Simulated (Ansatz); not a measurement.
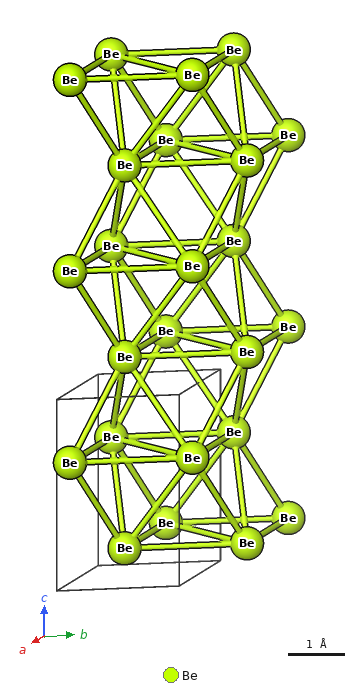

Reference structure: crystalline Be (set up in P6_3/mmc). The picture is a ball-and-stick view of the cell of the calculation, repeated 2 × 2 × 3 with one cell outlined, seen slightly off an axis.

These are results of DFT PBEsol, scalar-relativistic, plane waves, PAW (Ansatz), not measurements. Set-up: plane-wave cutoff 420 eV; k-point mesh 24 × 24 × 12; occupations gaussian; smearing width 0.1 eV; no spin polarisation.

Now this is done to it. The volume is changed by +3.0 %. The cell's shape and the atoms are relaxed at that volume.

What does the calculation give for the changed structure?

The energy rises by 2.6 meV per atom. Pressure: 0.0 GPa before, −3.5 GPa after. The volume changes by +3.0 %, with a = b 2.257 → 2.281 Å (+1.0 %), c 3.553 → 3.585 Å (+0.9 %). The atoms keep their places relative to the cell (all moves are under 0.005 Å). Among the bonded contacts that change: Be–Be 2.257 → 2.281 Å, Be–Be 2.203 → 2.224 Å. The space group stays P6_3/mmc (No. 194).
